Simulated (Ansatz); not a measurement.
**Sn2H: from a guess to a relaxed structure**

Aim: relax a trial structure of Sn2H and see where it ends.

Program: Ansatz 0.2.0. Level of theory: DFT PBE, scalar-relativistic, plane waves, PAW. These are calculated values, not measurements.

## 1. The system as given

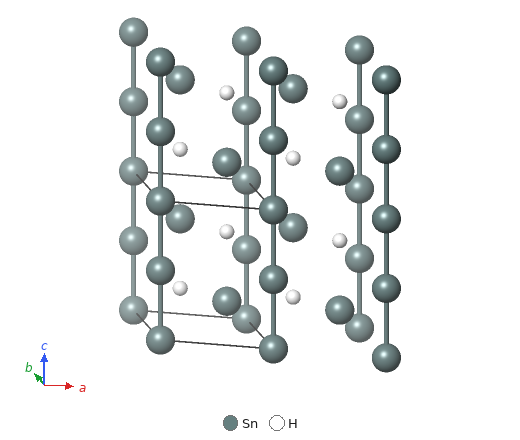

The starting structure, seen slightly off an axis (tin teal, hydrogen white). 2×1×2 cells are drawn. Atoms on the faces are drawn again on the opposite ones.

Coordinates:

```
CELL_PARAMETERS angstrom
4.70186 0.00000 0.00000
-2.35093 4.07193 0.00000
0.00000 0.00000 5.73422
ATOMIC_POSITIONS crystal
Sn 0.00000 0.00000 0.50000
Sn 0.00000 0.00000 0.00000
Sn 0.66667 0.33333 0.25000
Sn 0.33333 0.66667 0.75000
H 0.66667 0.33333 0.75000
H 0.33333 0.66667 0.25000
```

A structure generator made this guess: species swapped into a database cell of Mn2Ge (P6_3/mmc, No. 194), with Sn on the Mn sites and H on the Ge sites. Lengths come from tabulated atomic sizes and are only a guess.

## 2. Probe: one point on a coarse mesh

input.yaml reads:

```yaml
crystal:
  lattice:
    - [4.70186068, 0.0, 0.0]
    - [-2.35093034, 4.07193079, 0.0]
    - [0.0, 0.0, 5.73421835]
  atoms:
    - { symbol: Sn, position: [0.0, 0.0, 0.5] }
    - { symbol: Sn, position: [0.0, 0.0, 0.0] }
    - { symbol: Sn, position: [0.66666667, 0.33333333, 0.25] }
    - { symbol: Sn, position: [0.33333333, 0.66666667, 0.75] }
    - { symbol: H, position: [0.66666667, 0.33333333, 0.75] }
    - { symbol: H, position: [0.33333333, 0.66666667, 0.25] }
basis:
  ecutwfc: 420
kpoints:
  mp_grid: { grid: [6, 6, 4] }
hamiltonian:
  xc: pbe
scf:
  occupations: { method: gaussian, width: 0.1 }
  lower_state_search: "off"
output:
  forces: true
  stress: true
  eigenvalues: true
```

Run with:

```bash
$ ansatz run input.yaml --threads 1 --pin off --max-ram 2560MiB --backend cpu --events-out ev --progress --plain --runs-dir out
```

What it wrote, cut to the lines that bear on the results:

```text
[...]
SCF converged after 7 iterations
Free energy (F): -24125.114658 eV
[...]
E sigma→0 (E₀):  -24125.104750 eV
Entropy (-TS):   -0.019816 eV (-3.303 meV/atom)
Fermi energy:    10.615973 eV
[...]
--- Forces (eV/Å), atoms counted from 1 ---
  atom   1  Sn    -0.00000000    -0.00000000    -0.00000000
  atom   2  Sn    -0.00000000     0.00000000    -0.00000000
  atom   3  Sn     0.00000000     0.00000000    -0.00000000
  atom   4  Sn     0.00000000    -0.00000000     0.00000000
  atom   5  H     -0.00000000    -0.00000000    -0.00000000
  atom   6  H      0.00000000     0.00000000     0.00000000
[...]
--- Stress (GPa, compression-positive) ---
        6.899794       0.000000      -0.000000
        0.000000       6.899794      -0.000000
       -0.000000      -0.000000       6.692648
  P = ⅓ Tr σ = 6.8307 GPa (68.307 kbar)
--- Band table (eV; the first three rows and the last of 21) ---
[...]
```

Wall time 5.4 s (1 thread of Intel Xeon at 2.70GHz, shared host); peak memory 0.39 GiB.

From the probe: pressure 6.8 GPa, largest force 0.00 eV/Å, gap on this mesh none (metal). A cheap, loose relaxation comes first.

## 3. A loose first relaxation

input.yaml, as its differences from that of step 2:

```diff
@@ -25 +25,6 @@
   eigenvalues: true
+relax:
+  adjacent_minimum: "off"
+  f_tol: 0.04
+  max_steps: 70
+  cell: { stress_tol: 0.4 }
```

Run with:

```bash
$ ansatz run input.yaml --threads 1 --pin off --max-ram 2560MiB --backend cpu --events-out ev --progress --plain --runs-dir out
```

What it wrote:

```text
Warning: RAYON_NUM_THREADS=1 ignored (pool sized by the plan → 1); use --threads N
Engine: ansatz 0.2.0, x86_64-unknown-linux-gnu
Pseudopotentials: kind: paw
Pseudopotential: Sn, paw, valence charge 14, recommended cutoff 420 eV (normal), Sn.paw.azcp
Pseudopotential: H, paw, valence charge 1, recommended cutoff 420 eV (normal), H.paw.azcp
Functional definition: PBE
  parameter kappa = 0.804
  parameter beta = 0.06672455060314922
  exchange = pbe_x(kappa = kappa, mu = beta*pi^2/3)
  correlation = pbe_c(beta = beta)
Crystal: 6 atoms, lattice volume = 109.785 Å³
Basis set: ecut = 420 eV, 2173 PW (Γ), exchange–correlation on 64×64×80 points (8 copies of the dense FFT grid, shifted against one another)
Bands: 35, of which v1, the nominal top of the filled ones, is band 29 counted from 1 (28 counted from 0)
Symmetry: 24 space group operations
Space group: P63/mmc (ITA 194), of the structure as read, at distance tolerance 4.8e-5 Å
k-points: 21 of 144
Non-local potential: Sn, projectors of the file, l = 0: 2, l = 1: 2, l = 2: 2, l = 3: 2
Non-local potential: H, projectors of the file, l = 0: 2, l = 1: 1
PAW form: soft (Blöchl's): semilocal exchange-correlation on the pseudo side does not see the compensation charge
PAW one-centre angular grid: Sn, 590 points (default); XC on 64 Gauss nodes
PAW one-centre angular grid: H, 110 points (default); XC on 64 Gauss nodes
Initial density: superposition of atomic densities (neutral atoms: chi_scale 0, normalization atom), corrected by the library's trained network
Initial wavefunctions: pseudopotential atomic-orbital guess
Functional: x = pbe(κ = 0.804, μ = 0.2195149727645171), c = pbe(β = 0.06672455060314922)
SCF iter   1: F=—  HF=-24125.116487 eV  |F-HF|=—  |Δ(HF+E_count)|=         —  Δρ=1.78e-3  dr2=4.88e-3  ethr=1.77e-3  ⟨swp⟩=7.0  Hψ=3217  notcnv=0
preconditioner: auto → Kerker (q_TF=auto, 2.453 Å⁻¹)  [metal: Δε(μ)=0.081 eV  Ē_g=18.947 eV  σ=0.100 eV  W_gap=0.40  n_scr=22 (ndim 8)  ℏωp=27.0 eV  f_vac=0.000  D(μ)=3.97/eV (n_scr^D=22)]
SCF iter   2: F=—  HF=-24125.115016 eV  |F-HF|=—  |Δ(HF+E_count)|=   1.47e-3  Δρ=1.17e-3  dr2=2.27e-3  ethr=8.42e-6  ⟨swp⟩=2.0  Hψ=1318  notcnv=0  defer=1
SCF iter   3: F=—  HF=-24125.114751 eV  |F-HF|=—  |Δ(HF+E_count)|=   2.65e-4  Δρ=4.26e-4  dr2=1.29e-4  ethr=3.92e-6  ⟨swp⟩=3.0  Hψ=1334  notcnv=0  defer=1
SCF iter   4: F=—  HF=-24125.114666 eV  |F-HF|=—  |Δ(HF+E_count)|=   8.52e-5  Δρ=1.90e-4  dr2=2.43e-5  ethr=2.22e-7  ⟨swp⟩=2.0  Hψ=1223  notcnv=0  defer=1
SCF iter   5: F=—  HF=-24125.114659 eV  |F-HF|=—  |Δ(HF+E_count)|=   6.55e-6  Δρ=4.99e-5  dr2=1.94e-6  ethr=4.20e-8  ⟨swp⟩=2.0  Hψ=1318  notcnv=0  defer=1
SCF iter   6: F=—  HF=-24125.114658 eV  |F-HF|=—  |Δ(HF+E_count)|=   9.40e-7  Δρ=2.02e-5  dr2=3.07e-7  ethr=3.35e-9  ⟨swp⟩=2.0  Hψ=1247  notcnv=0  defer=1
SCF iter   7: F=-24125.114658 eV  HF=-24125.114658 eV  |F-HF|=5.76e-8  |Δ(HF+E_count)|=   1.29e-7  Δρ=8.33e-6  dr2=5.19e-8  ethr=1.72e-10  ⟨swp⟩=8.8  Hψ=3146  notcnv=0
SCF 1 converged in 7 iterations: F = -24125.114658 eV  dr2 = 5.19e-8
relax step   1: F+E_penalty+E_count = -24125.11465803 eV  Δ(F+E_penalty+E_count) = +0.000e0 eV  max|allowed force component| = 3.795e-17 eV/Å  Δτ_max = 0.0000 Å  P = +6.831 GPa  Ω = 109.785 Å³  (7 SCF iters, dr2 threshold 1.00e-7 eV, accepted)
Crystal: 6 atoms, lattice volume = 126.058 Å³
Basis set: ecut = 420 eV, 2427 PW (Γ), exchange–correlation on 64×64×80 points (8 copies of the dense FFT grid, shifted against one another)
Initial density: handed on by an earlier stage of this run
Initial wavefunctions: those handed on with the density
iter 1 solved again at ethr=7.23e-5 eV; its pass at ethr=3.10e-3 eV (dr2=4.19e-2 eV) is discarded
SCF iter   1: F=—  HF=-24125.355925 eV  |F-HF|=—  |Δ(HF+E_count)|=         —  Δρ=5.36e-3  dr2=4.40e-2  ethr=7.23e-5  ⟨swp⟩=1.1  Hψ=4545  notcnv=0
preconditioner: auto → Kerker (q_TF=auto, 2.397 Å⁻¹)  [metal: Δε(μ)=0.073 eV  Ē_g=18.541 eV  σ=0.100 eV  W_gap=0.36  n_scr=22 (ndim 8)  ℏωp=25.2 eV  f_vac=0.000  D(μ)=4.01/eV (n_scr^D=22)]
SCF iter   2: F=—  HF=-24125.348363 eV  |F-HF|=—  |Δ(HF+E_count)|=   7.56e-3  Δρ=2.35e-3  dr2=7.41e-3  ethr=7.23e-5  ⟨swp⟩=1.6  Hψ=770  notcnv=0
SCF iter   3: F=—  HF=-24125.347840 eV  |F-HF|=—  |Δ(HF+E_count)|=   5.23e-4  Δρ=6.91e-4  dr2=4.57e-4  ethr=1.28e-5  ⟨swp⟩=2.0  Hψ=812  notcnv=0
SCF iter   4: F=—  HF=-24125.347948 eV  |F-HF|=—  |Δ(HF+E_count)|=   1.08e-4  Δρ=8.05e-5  dr2=7.80e-6  ethr=7.88e-7  ⟨swp⟩=2.0  Hψ=952  notcnv=0
SCF iter   5: F=—  HF=-24125.347949 eV  |F-HF|=—  |Δ(HF+E_count)|=   9.17e-7  Δρ=2.59e-5  dr2=6.96e-7  ethr=1.03e-9  ⟨swp⟩=7.4  Hψ=3578  notcnv=0
SCF iter   6: F=-24125.347949 eV  HF=-24125.347949 eV  |F-HF|=1.58e-8  |Δ(HF+E_count)|=   1.17e-7  Δρ=5.32e-6  dr2=4.80e-8  ethr=1.03e-9  ⟨swp⟩=4.3  Hψ=2253  notcnv=0
SCF 2 converged in 6 iterations: F = -24125.347949 eV  dr2 = 4.80e-8
relax step   2: F+E_penalty+E_count = -24125.34794880 eV  Δ(F+E_penalty+E_count) = -2.333e-1 eV  max|allowed force component| = 9.216e-18 eV/Å  Δτ_max = 0.0000 Å  P = -1.137 GPa  Ω = 126.058 Å³  energy of the carried Pulay correction = -6.569e-3 eV  (6 SCF iters, dr2 threshold 6.00e-7 eV, accepted)
Crystal: 6 atoms, lattice volume = 123.701 Å³
Basis set: ecut = 420 eV, 2413 PW (Γ), exchange–correlation on 64×64×80 points (8 copies of the dense FFT grid, shifted against one another)
iter 1 solved again at ethr=1.40e-6 eV; its pass at ethr=3.10e-3 eV (dr2=8.13e-4 eV) is discarded
SCF iter   1: F=—  HF=-24125.369063 eV  |F-HF|=—  |Δ(HF+E_count)|=         —  Δρ=6.73e-4  dr2=8.53e-4  ethr=1.40e-6  ⟨swp⟩=1.9  Hψ=4406  notcnv=0
preconditioner: auto → Kerker (q_TF=auto, 2.405 Å⁻¹)  [metal: Δε(μ)=0.066 eV  Ē_g=18.550 eV  σ=0.100 eV  W_gap=0.34  n_scr=22 (ndim 8)  ℏωp=25.4 eV  f_vac=0.000  D(μ)=3.71/eV (n_scr^D=22)]
SCF iter   2: F=—  HF=-24125.368965 eV  |F-HF|=—  |Δ(HF+E_count)|=   9.82e-5  Δρ=4.50e-4  dr2=3.90e-4  ethr=1.40e-6  ⟨swp⟩=1.0  Hψ=735  notcnv=0
SCF iter   3: F=—  HF=-24125.368888 eV  |F-HF|=—  |Δ(HF+E_count)|=   7.65e-5  Δρ=6.13e-5  dr2=5.89e-6  ethr=6.73e-7  ⟨swp⟩=2.0  Hψ=914  notcnv=0
SCF iter   4: F=—  HF=-24125.368888 eV  |F-HF|=—  |Δ(HF+E_count)|=   8.17e-8  Δρ=2.30e-5  dr2=9.52e-7  ethr=1.03e-9  ⟨swp⟩=7.3  Hψ=3549  notcnv=0
SCF iter   5: F=-24125.368888 eV  HF=-24125.368888 eV  |F-HF|=4.10e-9  |Δ(HF+E_count)|=   2.92e-8  Δρ=7.20e-6  dr2=7.04e-8  ethr=1.03e-9  ⟨swp⟩=5.2  Hψ=2441  notcnv=0
SCF 3 converged in 5 iterations: F = -24125.368888 eV  dr2 = 7.04e-8
relax step   3: F+E_penalty+E_count = -24125.36888833 eV  Δ(F+E_penalty+E_count) = -2.094e-2 eV  max|allowed force component| = 4.008e-17 eV/Å  Δτ_max = 0.0000 Å  P = -0.232 GPa  Ω = 123.701 Å³  energy of the carried Pulay correction = -5.649e-3 eV  (5 SCF iters, dr2 threshold 6.00e-7 eV, accepted)
Crystal: 6 atoms, lattice volume = 121.740 Å³
Basis set: ecut = 420 eV, 2401 PW (Γ), exchange–correlation on 64×64×80 points (8 copies of the dense FFT grid, shifted against one another)
iter 1 solved again at ethr=6.03e-6 eV; its pass at ethr=3.10e-3 eV (dr2=3.50e-3 eV) is discarded
SCF iter   1: F=—  HF=-24125.372735 eV  |F-HF|=—  |Δ(HF+E_count)|=         —  Δρ=1.32e-3  dr2=3.88e-3  ethr=6.03e-6  ⟨swp⟩=2.5  Hψ=4510  notcnv=0
preconditioner: auto → Resta (q_TF=auto, 2.411 Å⁻¹)  ε∞=2.9  [insulator: Δε(μ)=0.114 eV  Ē_g=18.597 eV  σ=0.100 eV  W_gap=0.57  n_scr=22 (ndim 8)  ℏωp=25.6 eV  f_vac=0.000  D(μ)=2.22/eV (n_scr^D=8)  ε∞_Penn≈2.9]
SCF iter   2: F=—  HF=-24125.371866 eV  |F-HF|=—  |Δ(HF+E_count)|=   8.69e-4  Δρ=6.89e-4  dr2=8.51e-4  ethr=6.03e-6  ⟨swp⟩=2.0  Hψ=799  notcnv=0
SCF iter   3: F=—  HF=-24125.371682 eV  |F-HF|=—  |Δ(HF+E_count)|=   1.85e-4  Δρ=1.21e-4  dr2=1.69e-5  ethr=1.47e-6  ⟨swp⟩=2.0  Hψ=915  notcnv=0
SCF iter   4: F=—  HF=-24125.371681 eV  |F-HF|=—  |Δ(HF+E_count)|=   1.98e-7  Δρ=3.06e-5  dr2=1.12e-6  ethr=2.91e-8  ⟨swp⟩=2.0  Hψ=1320  notcnv=0
SCF iter   5: F=-24125.371682 eV  HF=-24125.371682 eV  |F-HF|=9.81e-9  |Δ(HF+E_count)|=   3.40e-7  Δρ=6.53e-6  dr2=5.65e-8  ethr=1.03e-9  ⟨swp⟩=7.0  Hψ=3031  notcnv=0
SCF 4 converged in 5 iterations: F = -24125.371682 eV  dr2 = 5.65e-8
relax step   4: F+E_penalty+E_count = -24125.37168171 eV  Δ(F+E_penalty+E_count) = -2.793e-3 eV  max|allowed force component| = 5.011e-17 eV/Å  Δτ_max = 0.0000 Å  P = +0.911 GPa  Ω = 121.740 Å³  energy of the carried Pulay correction = -4.827e-3 eV  (5 SCF iters, dr2 threshold 6.00e-7 eV, accepted)
Crystal: 6 atoms, lattice volume = 123.270 Å³
Basis set: ecut = 420 eV, 2437 PW (Γ), exchange–correlation on 64×64×80 points (8 copies of the dense FFT grid, shifted against one another)
iter 1 solved again at ethr=1.33e-6 eV; its pass at ethr=3.10e-3 eV (dr2=7.74e-4 eV) is discarded
SCF iter   1: F=—  HF=-24125.379154 eV  |F-HF|=—  |Δ(HF+E_count)|=         —  Δρ=6.41e-4  dr2=8.68e-4  ethr=1.33e-6  ⟨swp⟩=2.0  Hψ=4479  notcnv=0
preconditioner: auto → Kerker (q_TF=auto, 2.406 Å⁻¹)  [metal: Δε(μ)=0.080 eV  Ē_g=18.559 eV  σ=0.100 eV  W_gap=0.42  n_scr=22 (ndim 8)  ℏωp=25.5 eV  f_vac=0.000  D(μ)=2.71/eV (n_scr^D=20)]
SCF iter   2: F=—  HF=-24125.379037 eV  |F-HF|=—  |Δ(HF+E_count)|=   1.17e-4  Δρ=4.24e-4  dr2=4.02e-4  ethr=1.33e-6  ⟨swp⟩=1.0  Hψ=735  notcnv=0
SCF iter   3: F=—  HF=-24125.378931 eV  |F-HF|=—  |Δ(HF+E_count)|=   1.07e-4  Δρ=4.48e-5  dr2=2.17e-6  ethr=6.93e-7  ⟨swp⟩=2.0  Hψ=916  notcnv=0
SCF iter   4: F=-24125.378932 eV  HF=-24125.378932 eV  |F-HF|=1.01e-7  |Δ(HF+E_count)|=   9.36e-7  Δρ=1.41e-5  dr2=3.49e-7  ethr=1.03e-9  ⟨swp⟩=7.4  Hψ=3532  notcnv=0
SCF 5 converged in 4 iterations: F = -24125.378932 eV  dr2 = 3.49e-7
relax step   5: F+E_penalty+E_count = -24125.37893151 eV  Δ(F+E_penalty+E_count) = -7.250e-3 eV  max|allowed force component| = 1.661e-16 eV/Å  Δτ_max = 0.0000 Å  P = +0.062 GPa  Ω = 123.270 Å³  energy of the carried Pulay correction = -5.452e-3 eV  (4 SCF iters, dr2 threshold 6.00e-7 eV, accepted)
Basis set: ecut = 420 eV, 2437 PW (Γ), exchange–correlation on 72×72×80 points (8 copies of the dense FFT grid, shifted against one another)
Initial wavefunctions: pseudopotential atomic-orbital guess (no wavefunctions were taken with the density)
iter 1 solved again at ethr=1.38e-7 eV; its pass at ethr=3.10e-3 eV (dr2=8.02e-5 eV) is discarded
SCF iter   1: F=—  HF=-24125.384983 eV  |F-HF|=—  |Δ(HF+E_count)|=         —  Δρ=2.42e-4  dr2=8.28e-6  ethr=1.38e-7  ⟨swp⟩=3.5  Hψ=5194  notcnv=0
preconditioner: auto → Kerker (q_TF=auto, 2.406 Å⁻¹)  [metal: Δε(μ)=0.081 eV  Ē_g=18.558 eV  σ=0.100 eV  W_gap=0.43  n_scr=22 (ndim 8)  ℏωp=25.5 eV  f_vac=0.000  D(μ)=2.69/eV (n_scr^D=20)]
SCF iter   2: F=—  HF=-24125.385159 eV  |F-HF|=—  |Δ(HF+E_count)|=   1.77e-4  Δρ=1.24e-4  dr2=1.83e-6  ethr=1.43e-8  ⟨swp⟩=2.2  Hψ=1346  notcnv=0
SCF iter   3: F=—  HF=-24125.385221 eV  |F-HF|=—  |Δ(HF+E_count)|=   6.21e-5  Δρ=2.11e-5  dr2=8.57e-8  ethr=3.16e-9  ⟨swp⟩=2.2  Hψ=1038  notcnv=0
SCF iter   4: F=-24125.385223 eV  HF=-24125.385223 eV  |F-HF|=1.17e-8  |Δ(HF+E_count)|=   1.37e-6  Δρ=1.98e-6  dr2=2.88e-9  ethr=6.62e-12  ⟨swp⟩=4.8  Hψ=3360  notcnv=0
SCF 6 converged in 4 iterations: F = -24125.385223 eV  dr2 = 2.88e-9
relax step   6: F+E_penalty+E_count = -24125.38522256 eV  Δ(F+E_penalty+E_count) = -6.291e-3 eV  max|allowed force component| = 1.796e-16 eV/Å  Δτ_max = 0.0000 Å  P = +0.077 GPa  Ω = 123.270 Å³  stress off target by 3.08e-1 GPa  SCF on the basis re-selected at this cell (its energy is not comparable with the rows above)  (4 SCF iters)
basis re-selected at this cell: Δ(F+E_penalty+E_count) = -6.291e-3 eV, ΔP = +0.015 GPa vs the last step (what re-selecting the basis moved, of the pressure what is left beyond the Pulay correction that the steps carried, after the strain that the cell walked since its last selection, with what the two solves' SCF thresholds leave and, on support functions, any second-order correction that the steps lacked; it is no measure of the basis error at this ecutwfc). The dense FFT grid was sized anew with the basis: this SCF ran on 36×36×40 points, the steps before it on 32×32×40, so part of this shift can come from that change (see relax.cell in the input reference). This SCF's stress stands 3.08e-1 GPa from its target on what of the cell is left free (relax.cell.stress_tol is 4.00e-1 GPa) and its largest allowed force component is 1.80e-16 eV/Å (relax.f_tol is 4.00e-2 eV/Å): within both
SCF converged after 4 iterations
Free energy (F): -24125.385223 eV
Harris-Foulkes:  -24125.385223 eV  (|F-HF|=1.17e-8)
Internal energy: -24125.371793 eV  (E = F + TS)
E sigma→0 (E₀):  -24125.378508 eV
Entropy (-TS):   -0.013429 eV (-2.238 meV/atom)
Fermi energy:    9.116530 eV
--- Per-component energies (eV) ---
  E_band       = -403.803529
  E_kinetic    = 766.430721
  E_local      = -3782.144141  (includes V_loc(G=0)·N_el)
  E_nonlocal   = -128.194103
  E_hartree    = 2279.239513
  E_xc         = -1547.143625
  E_vxc        = -405.428691  (∫ρ·V_xc dr)
  E_paw        = -16540.456173  (= ΣΔE_a)
  E_vpaw       = -1412.943726  (= ΣTr[D̂ρ^β])
  E_aug_tail   = -0.001850  (compensation charges beyond the density's cutoff)
  E_ewald      = -5173.102135
  E_smearing   = -0.013429  (= −TS)
  E_closure    = 0.000000  (closes the sum)
  Σ components = -24125.385223   (vs F -24125.385223, Δ=0.00e0)
--- Forces (eV/Å), atoms counted from 1 ---
  atom   1  Sn    -0.00000000     0.00000000     0.00000000
  atom   2  Sn     0.00000000     0.00000000     0.00000000
  atom   3  Sn    -0.00000000    -0.00000000     0.00000000
  atom   4  Sn     0.00000000     0.00000000    -0.00000000
  atom   5  H     -0.00000000     0.00000000    -0.00000000
  atom   6  H     -0.00000000    -0.00000000     0.00000000
  max |Σ_I F_I| component: 9.47e-18 eV/Å
--- Stress (GPa, compression-positive) ---
        0.269239       0.000000       0.000000
       -0.000000       0.269239      -0.000000
        0.000000      -0.000000      -0.307835
  P = ⅓ Tr σ = 0.0769 GPa (0.769 kbar)
--- Band table (eV; the first three rows and the last of 21) ---
  k-point 0: bands = ["-12.6086", "-12.4666", "-12.4666", "-12.4000", "-12.4000", "-12.2975", "-12.2975", "-12.2591", "-12.2502", "-12.2502", "-12.2434", "-12.2357", "-12.2357", "-12.2136", "-12.2136", "-12.1642", "-12.1642", "-12.1327", "-12.1327", "-12.0839", "-1.6908", "2.3292", "3.3208", "5.1101", "6.8652", "7.2647", "7.2647", "8.8569", "8.8569", "9.0158", "9.4164", "11.1304", "11.3565", "11.3565", "11.8883"]
  k-point 1: bands = ["-12.5341", "-12.4411", "-12.4411", "-12.3943", "-12.3943", "-12.3173", "-12.3173", "-12.2746", "-12.2746", "-12.2602", "-12.2441", "-12.2320", "-12.2320", "-12.2051", "-12.2051", "-12.1599", "-12.1599", "-12.1581", "-12.1374", "-12.1374", "-1.4091", "0.8372", "4.9141", "5.2952", "7.3576", "7.5294", "7.5294", "8.1645", "8.6079", "8.7982", "8.7982", "10.7894", "10.7894", "11.9130", "11.9130"]
  k-point 2: bands = ["-12.3941", "-12.3941", "-12.3941", "-12.3941", "-12.3554", "-12.3554", "-12.3271", "-12.3271", "-12.3271", "-12.3271", "-12.2438", "-12.2438", "-12.2114", "-12.2114", "-12.2114", "-12.2114", "-12.1488", "-12.1488", "-12.1488", "-12.1488", "-0.5615", "-0.5615", "5.6458", "5.6458", "7.6604", "7.6604", "8.2189", "8.2189", "8.2189", "8.2189", "9.6283", "9.6283", "10.8920", "10.8920", "10.8920"]
  k-point 20: bands = ["-12.3696", "-12.3696", "-12.3691", "-12.3691", "-12.3653", "-12.3653", "-12.2954", "-12.2954", "-12.2892", "-12.2892", "-12.2404", "-12.2404", "-12.2342", "-12.2342", "-12.2338", "-12.2338", "-12.2031", "-12.2031", "-12.1611", "-12.1611", "1.3259", "1.3259", "2.0630", "2.0630", "4.2719", "4.2719", "10.0437", "10.0437", "10.8760", "10.8760", "11.2793", "11.2793", "11.3874", "11.3874", "12.2124"]
--- Relaxed structure (5 steps of the walk, 5 accepted, 1 SCFs on fresh bases) ---
  F+E_penalty+E_count = -24125.38522256 eV   max|allowed force component| = 1.796e-16 eV/Å   (the final SCF, on the basis selected at the relaxed cell)
  cell:  # Å, volume = 123.2700 Å³
    - [4.943437235149317, -5.547409201281712e-33, -5.84189188626885e-18]
    - [-2.4717186175746586, 4.281142227653216, 2.9209459431344334e-18]
    - [-7.124558966971728e-18, 1.2300761072826748e-32, 5.824634296206393]
  atoms:
    - { symbol: Sn, position: [-1.2518544638517033e-33, -7.393185806209517e-35, 0.5] }
    - { symbol: Sn, position: [-2.3273813121192133e-33, -7.011547804195198e-35, -8.163413808511837e-36] }
    - { symbol: Sn, position: [0.6666666666666665, 0.3333333333333333, 0.25] }
    - { symbol: Sn, position: [0.3333333333333333, 0.6666666666666666, 0.7500000000000001] }
    - { symbol: H, position: [0.6666666666666665, 0.3333333333333333, 0.7500000000000001] }
    - { symbol: H, position: [0.3333333333333333, 0.6666666666666666, 0.25] }
```

Wall time 30 s (1 thread of Intel Xeon at 2.70GHz, shared host); peak memory 0.43 GiB.

Step by step:

```csv
step,energy from step 1 (eV/cell),largest force component (eV/Å),pressure (GPa),volume (Å³)
1,0.0000,0.0000,6.83,109.79
2,-0.2333,0.0000,-1.14,126.06
3,-0.2542,0.0000,-0.23,123.70
4,-0.2570,0.0000,0.91,121.74
5,-0.2643,0.0000,0.06,123.27
6,-0.2706,0.0000,0.08,123.27
```

Step 1 is the start. Step 6 repeats the geometry before it on a plane-wave basis chosen anew for that cell, so its energy need not be comparable with the rows above.

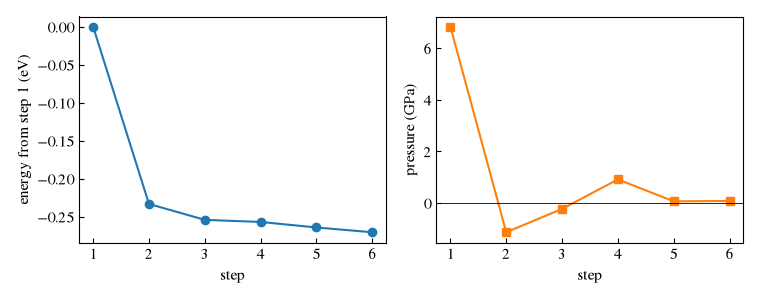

Energy and pressure along the relaxation.

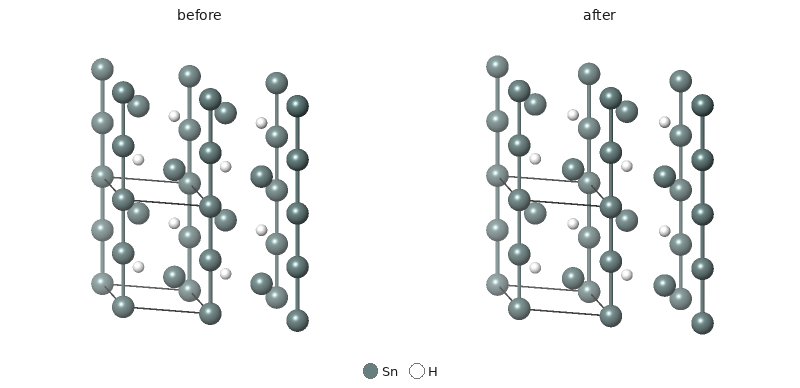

Before and after, at one scale.

|  | before | after | change |
| --- | --- | --- | --- |
| a (Å) | 4.702 | 4.943 | +5.1 % |
| b (Å) | 4.702 | 4.943 | +5.1 % |
| c (Å) | 5.734 | 5.825 | +1.6 % |
| volume (Å³/atom) | 18.30 | 20.54 | +12.3 % |
| shortest distance (Å) | 2.715 | 2.854 | +5.1 % |
| space group (0.01 Å) | P6_3/mmc | P6_3/mmc | same |

The run keeps the 24 symmetry operations of the start, so it could not have lowered the symmetry.

(Part 1 of 2 ends here.)
